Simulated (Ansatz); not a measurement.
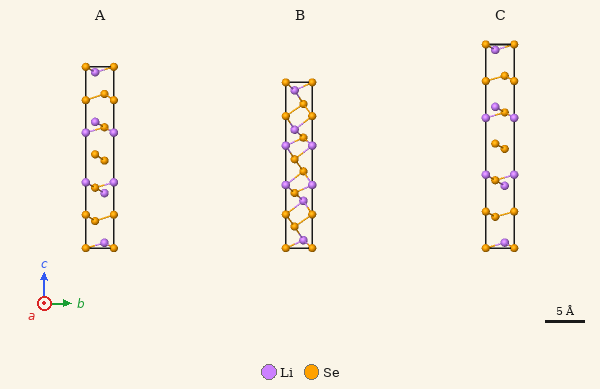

3 geometries from one relaxation of a crystal of Li₂Se₃ (built on the tetradymite_166 type), in shuffled order. A ball-and-stick model of the conventional cell (3 times the calculation's cell), seen along the a axis. Lengths and directions refer to the drawn axes.

Case: tetradymite type (R-3m, No. 166).

Theory: Ansatz 0.2.0, DFT PBE, scalar-relativistic, plane waves, PAW. (plane-wave cutoff 420 eV; k-point mesh 12 × 12 × 12; occupations gaussian; smearing width 0.1 eV; no spin polarisation; cell and atoms relaxed; force threshold 0.01 eV/Å; at most 80 steps)

Order the frames from highest to lowest energy.

B, A, C. They are steps 0, 7, 17, at +129 meV per atom, +13.4 meV per atom relative to the last. The energy falls by 129 meV per atom in 15 accepted moves (17 points after the start). Largest force component: 0.14 eV/Å at the start, 0.00058 eV/Å at the end. Pressure: 0.05 GPa at the start and 0.00 GPa at the end. At 2 points the geometry stayed and the basis and grid were re-selected for the new cell (energy shift of 1.5 meV per atom at most each time). The largest moves relative to the cell, 0.62 Å, are those of Se atoms. Largest moves by element: Se 0.62 Å, Li 0.55 Å. Cell: a = b 3.969 → 4.266 Å (+7.5 %), c 21.543 → 26.480 Å (+22.9 %). Volume +42.0 %. Some distances before and after: Li–Se 2.895 → 4.158 Å, Se–Se 2.777 → 2.557 Å, Li–Se 2.515 → 2.566 Å. Bonds break: Li–Se (2.90 → 4.16 Å). Among the angles between lasting bonds that change: Se–Se–Se 91.2° → 113.0°, Li–Se–Li 75.8° → 67.5°, Se–Li–Se 104.2° → 112.5°. The space group stays R-3m (No. 166). The run took 9.8 min on 1 thread of Arm Neoverse V2, with other jobs on the host, peak memory 0.8 GiB.
